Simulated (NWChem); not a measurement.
**PBE0/def2-SVP (density fitting) run of C3H8S (1-propanethiol)**

Aim: the vertical ionisation energy of C3H8S (1-propanethiol) at PBE0/def2-SVP (density fitting), from 2 runs. 

The calculation is run with NWChem 7.3.0.

## (1) The structure to begin with

C3H8S has 12 atoms, charge 0, and is taken as a singlet. As SMILES, `CCCS`. Geometry: relaxed at PBE0-D4/def2-TZVP. This is one conformer, not always the lowest.

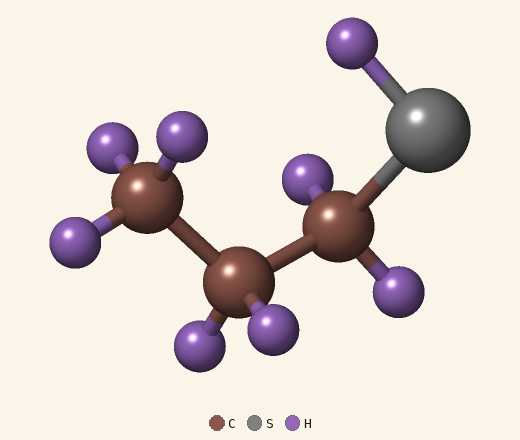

Viewed from a chosen angle; carbon brown, sulfur grey, hydrogen purple.

## (2) A single-point energy at PBE0/def2-SVP (density fitting)

Contents of c3h8s.nw:

```
start c3h8s
memory 2200 mb

geometry noautosym nocenter noautoz
   C       -1.283300      -0.379200      -0.272800
   C        0.045200      -0.724800       0.373600
   C        1.180600       0.206600      -0.015700
   S        1.010700       1.918500       0.559900
   H       -1.199600      -0.359800      -1.363700
   H       -1.640700       0.599300       0.056300
   H       -2.049500      -1.112000      -0.012100
   H        0.337600      -1.742000       0.086700
   H       -0.058900      -0.723300       1.462800
   H        2.117600      -0.129200       0.434600
   H        1.332400       0.212800      -1.097800
   H        0.025600       2.287900      -0.272500
end

basis "ao basis" spherical bse
   C library def2-SVP
   S library def2-SVP
   H library def2-SVP
end

basis "cd basis" spherical
   C library "dgauss a2 dft coulomb fitting"
   S library "dgauss a2 dft coulomb fitting"
   H library "dgauss a2 dft coulomb fitting"
end

dft
   xc pbe0
   grid fine
   convergence energy 1e-08
   iterations 100
   mulliken
   noprint "final vectors analysis"
end

task dft energy
```

Run with:

```
nwchem c3h8s.nw > c3h8s.out
```

The log of the run:

```text
[...]
          Wavefunction type:  closed shell.
          No. of atoms     :    12
          No. of electrons :    42
[...]
          Charge           :     0
          Spin multiplicity:     1
[...]
          AO basis - number of functions:   100
[...]
              XC Information
              --------------
                         PBE0 Method XC Functional
                     Hartree-Fock (Exact) Exchange  0.250
          PerdewBurkeErnzerhof Exchange Functional  0.750
            Perdew 1991 LDA Correlation Functional  1.000 local
           PerdewBurkeErnz. Correlation Functional  1.000 non-local
[...]
 d= 0,ls=0.0,diis     1   -516.8784175866 -6.84D+02  5.78D-03  2.65D-01     6.1
[...]
 d= 0,ls=0.0,diis     8   -516.9138629184  2.20D-09  3.47D-06  2.13D-07    38.5
         Total DFT energy =     -516.913862918442
      One electron energy =    -1040.527706300341
           Coulomb energy =      401.125622411995
    Exchange-Corr. energy =      -44.678298847202
 Nuclear repulsion energy =      167.166519817107
[...]
      Total Density - Mulliken Population Analysis
     ---------------------------------------------
    Atom       Charge   Shell Charges
 -----------   ------   -------------------------------------------------------
    1 C    6     6.10   1.99  0.89  0.17  2.12  0.90  0.03
    2 C    6     6.07   1.99  0.90  0.17  2.11  0.86  0.04
    3 C    6     6.20   1.99  0.91  0.24  2.08  0.94  0.04
    4 S   16    16.12   2.00  1.99  1.23  0.64  5.93  1.84  2.43  0.07
    5 H    1     0.96   0.74  0.19  0.02
    6 H    1     0.96   0.74  0.20  0.02
    7 H    1     0.95   0.74  0.19  0.02
    8 H    1     0.95   0.75  0.18  0.02
    9 H    1     0.94   0.74  0.18  0.02
   10 H    1     0.91   0.74  0.15  0.02
[...]
```

Run time: 39 s. Hardware: 1 thread of Intel Xeon Platinum 8488C (Sapphire Rapids), shared host; peak memory 0.12 GiB.

## (3) The doublet cation

Contents of c3h8s.nw:

```
start c3h8s
title "C3H8S energy"
memory total 2200 mb
charge 1

geometry units angstrom noautosym nocenter noautoz
   C       -1.283300      -0.379200      -0.272800
   C        0.045200      -0.724800       0.373600
   C        1.180600       0.206600      -0.015700
   S        1.010700       1.918500       0.559900
   H       -1.199600      -0.359800      -1.363700
   H       -1.640700       0.599300       0.056300
   H       -2.049500      -1.112000      -0.012100
   H        0.337600      -1.742000       0.086700
   H       -0.058900      -0.723300       1.462800
   H        2.117600      -0.129200       0.434600
   H        1.332400       0.212800      -1.097800
   H        0.025600       2.287900      -0.272500
end

basis spherical bse
   * library def2-SVP
end

basis "cd basis" spherical
   * library "dgauss a2 dft coulomb fitting"
end

dft
   xc pbe0
   mult 2
   grid fine
   convergence energy 1e-08
   maxiter 100
   mulliken
   print low
end

task dft energy
```

Run with:

```
nwchem c3h8s.nw > c3h8s.out
```

The log of the run:

```text
[...]
 d= 0,ls=0.0,diis     1   -516.5041651987 -6.84D+02  5.09D-03  1.85D-01     8.0
[...]
 d= 0,ls=0.0,diis    12   -516.5775085259 -2.40D-09  2.62D-07  4.61D-10    98.1
[...]
         Total DFT energy =     -516.577508525864
      One electron energy =    -1029.987114550543
           Coulomb energy =      390.600600932581
    Exchange-Corr. energy =      -44.357514725010
 Nuclear repulsion energy =      167.166519817107
[...]
      Total Density - Mulliken Population Analysis
     ---------------------------------------------
    Atom       Charge   Shell Charges
 -----------   ------   -------------------------------------------------------
    1 C    6     6.12   1.99  0.89  0.20  2.13  0.89  0.03
    2 C    6     6.12   1.99  0.90  0.22  2.11  0.87  0.04
    3 C    6     6.26   1.99  0.93  0.26  2.07  0.98  0.04
    4 S   16    15.53   2.00  1.99  1.35  0.53  5.93  1.78  1.88  0.08
    5 H    1     0.91   0.73  0.16  0.02
    6 H    1     0.95   0.74  0.18  0.02
    7 H    1     0.88   0.72  0.13  0.02
    8 H    1     0.87   0.72  0.12  0.02
    9 H    1     0.89   0.73  0.13  0.02
   10 H    1     0.82   0.72  0.08  0.02
[...]
      <S2> =      0.7542 (Exact =     0.7500)
[...]
```

It took 99 s on 1 thread of Intel Xeon Platinum 8488C (Sapphire Rapids), shared host; peak memory 0.13 GiB.

## (4) Results

At PBE0/def2-SVP (density fitting):

| quantity | value |
| --- | --- |
| singlet C3H8S: total energy | -516.91386 Eh |
| singlet C3H8S: dipole moment | 1.74 D |
| doublet cation: total energy | -516.57751 Eh |
| doublet cation: ⟨S²⟩ | 0.754 |
| vertical ionisation energy (to the doublet cation) | 9.153 eV |

What this shows: The vertical ionisation energy comes to 9.15 eV (211 kcal/mol).
